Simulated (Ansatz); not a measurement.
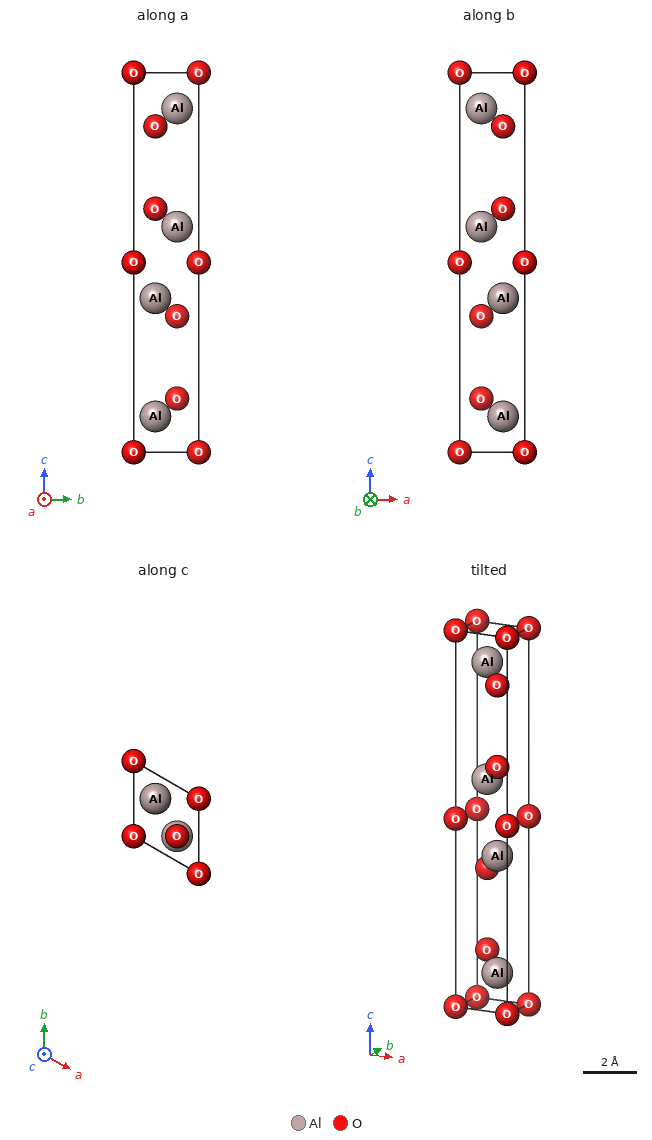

The structure above is drawn in spheres-only style and viewed along the a axis, along the b axis, along the c axis and slightly off an axis. The conventional unit cell is drawn as a box.

Lattice parameters: a = 2.8709 Å, b = 2.8709 Å, c = 14.4983 Å, α = 90.000°, β = 90.000°, γ = 120.000°.

> Put the structure into a CIF with its space group and independent sites, with free fractional coordinates to two decimals.

```cif
data_structure
_symmetry_space_group_name_H-M 'P 63/m m c'
_symmetry_Int_Tables_number 194
_cell_length_a 2.8709
_cell_length_b 2.8709
_cell_length_c 14.4983
_cell_angle_alpha 90.000
_cell_angle_beta 90.000
_cell_angle_gamma 120.000
_cell_volume 103.49
loop_
_atom_site_label
_atom_site_type_symbol
_atom_site_symmetry_multiplicity
_atom_site_Wyckoff_symbol
_atom_site_fract_x
_atom_site_fract_y
_atom_site_fract_z
_atom_site_occupancy
Al1 Al 4 f 0.6667 0.3333 0.09 1
O1 O 2 a 0.00 0.00 0.00 1
O2 O 4 f 0.3333 0.6667 0.14 1
```

It derives from a structure type filled with these elements by a generator (whether the compound takes this form wasn't checked). Earlier steps of the study may have refined or changed the cell and positions. It went into a calculation with Ansatz.
